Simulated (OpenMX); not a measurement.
**Energy of MnO along an even scaling of the cell**

System: MnO (Fm-3m, 2 atoms in the cell).
Method: Kohn-Sham DFT of a periodic cell, PBE, OpenMX 2013 PBE set, spin-polarised (OpenMX 3.8.5).

The 7 runs differ only in the geometry, by an even scaling of the cell at fixed fractional positions. The structure derives from a Materials Project entry.

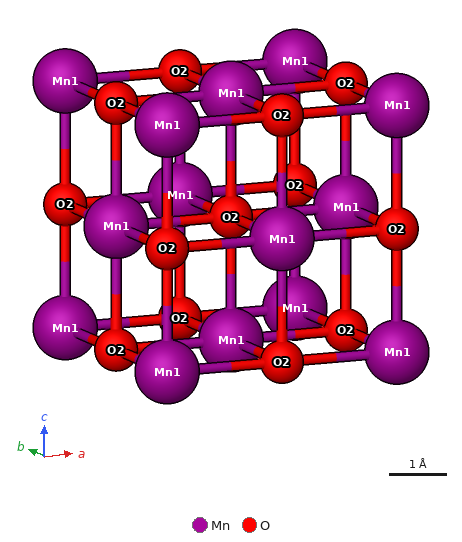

Figure 1. The structure of run 4 (ball-and-stick view of the cell 4 times as large as that of the calculation, set on its symmetry axes, seen slightly off an axis; atoms are numbered from 1 in the order of the input). An atom can appear more than once, as a periodic image.

### Input of run 4
```
System.CurrrentDirectory             ./
System.Name                          MnO
DATA.PATH                            ./DFT_DATA13
level.of.stdout                      1
level.of.fileout                     0
Species.Number                       2
<Definition.of.Atomic.Species
  Mn  Mn6.0-s3p2d2           Mn_PBE13
  O   O6.0-s2p2d1            O_PBE13
Definition.of.Atomic.Species>

Atoms.Number                         2
Atoms.SpeciesAndCoordinates.Unit     FRAC
<Atoms.SpeciesAndCoordinates
    1  Mn    0.0000000000    0.0000000000    0.0000000000   9.500  5.500
    2  O     0.5000000000    0.5000000000    0.5000000000   3.000  3.000
Atoms.SpeciesAndCoordinates>

Atoms.UnitVectors.Unit               Ang
<Atoms.UnitVectors
     0.0000000000    2.2239077028    2.2239077028
     2.2239077028    0.0000000000    2.2239077028
     2.2239077028    2.2239077028    0.0000000000
Atoms.UnitVectors>

scf.XcType                           GGA-PBE
scf.SpinPolarization                 on
scf.ElectronicTemperature            580.226
scf.energycutoff                     400.0
scf.maxIter                          160
scf.EigenvalueSolver                 band
scf.Kgrid                            11 11 11
scf.Mixing.Type                      rmm-diisk
scf.Init.Mixing.Weight               0.01
scf.Min.Mixing.Weight                0.001
scf.Max.Mixing.Weight                0.2
scf.Mixing.History                   40
scf.Mixing.StartPulay                15
scf.criterion                        1.0e-8
scf.stress.tensor                    on
MD.Type                              nomd
```

Command:
```bash
openmx MnO.dat -nt 1 > MnO.std
```

Lattice vectors (Å) and fractional positions of run 4:
```
   0.000000    2.223908    2.223908
   2.223908    0.000000    2.223908
   2.223908    2.223908    0.000000
Mn  0.000000  0.000000  0.000000
O   0.500000  0.500000  0.500000
```

Run 5 has the same physical settings and fractional positions; its lattice vectors (Å) are:
```
   0.000000    2.238636    2.238636
   2.238636    0.000000    2.238636
   2.238636    2.238636    0.000000
```

### Results, with one run withheld

```tsv
run	volume per atom (Å³)	free energy per atom, from the lowest run given (meV)
1	10.339	22.58
2	10.559	11.84
3	10.779	3.94
4	10.999	0.00
5	11.219	?
6	11.439	2.81
7	11.659	9.03
```

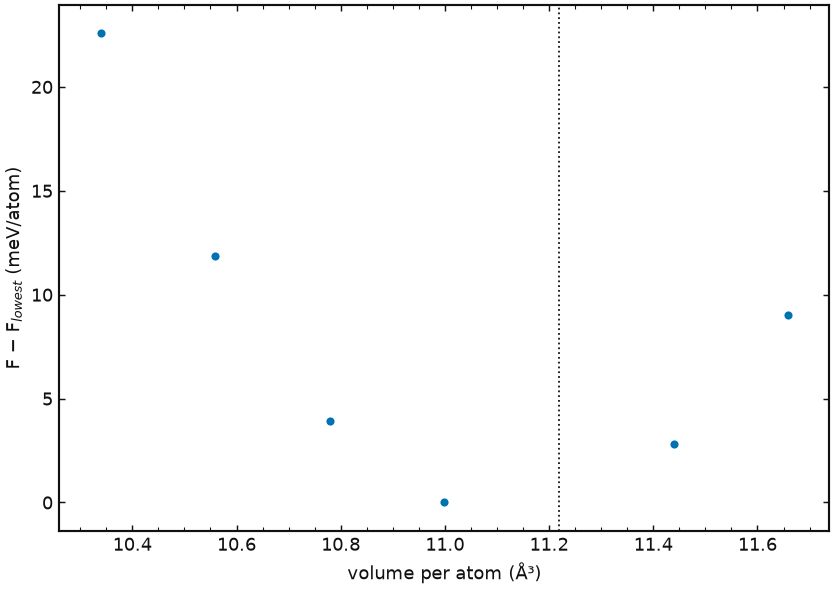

Figure 2. Free energy per atom of the runs given; the dotted line marks run 5.

Estimate the energy of run 5 from the others.

A cubic polynomial in V^(−2/3) (the Birch–Murnaghan form), fitted to the 6 runs given, misses them by at most 0.23 meV per atom. With x = V^(−2/3) − 0.20284 Å⁻², it reads F = 0.72227 + 1127.7 x + 2.3247e+05 x² − 2.7211e+06 x³ (meV per atom). At run 5 it gives −0.37 meV per atom, and the run itself gives −0.26. The fit has its minimum at 11.138 Å³ per atom, where V d²F/dV² gives 129 GPa: the bulk modulus at this level, since symmetry fixes the shape and the positions.

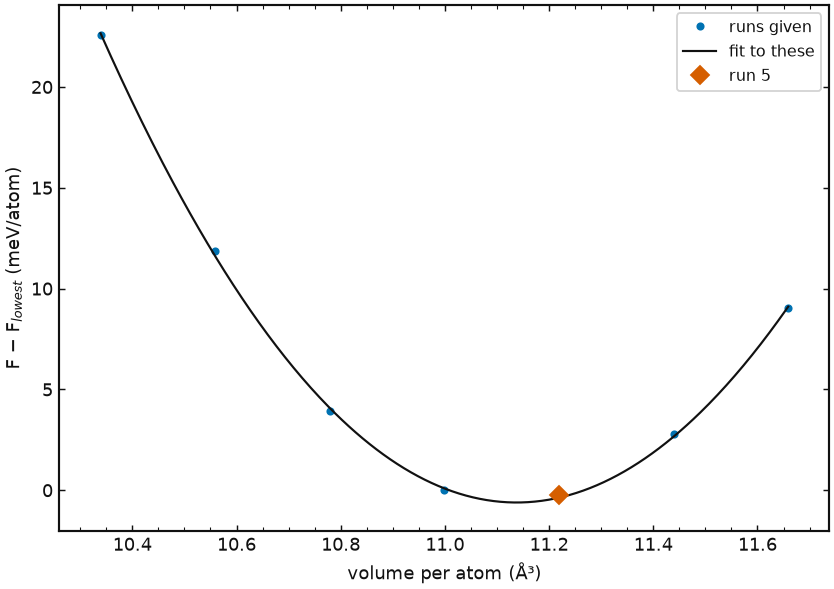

Figure 3. The fit and the withheld run.

### Some lines of the output (run 5)
```
[...]
  Cell_Volume =    151.417807008738 (Bohr^3)
        Total energy (Hartree) at MD = 1
   kloop=0
   kloop=1
   kloop=665
```

Notes: With a small basis of atomic orbitals these values can differ much from converged plane-wave results.
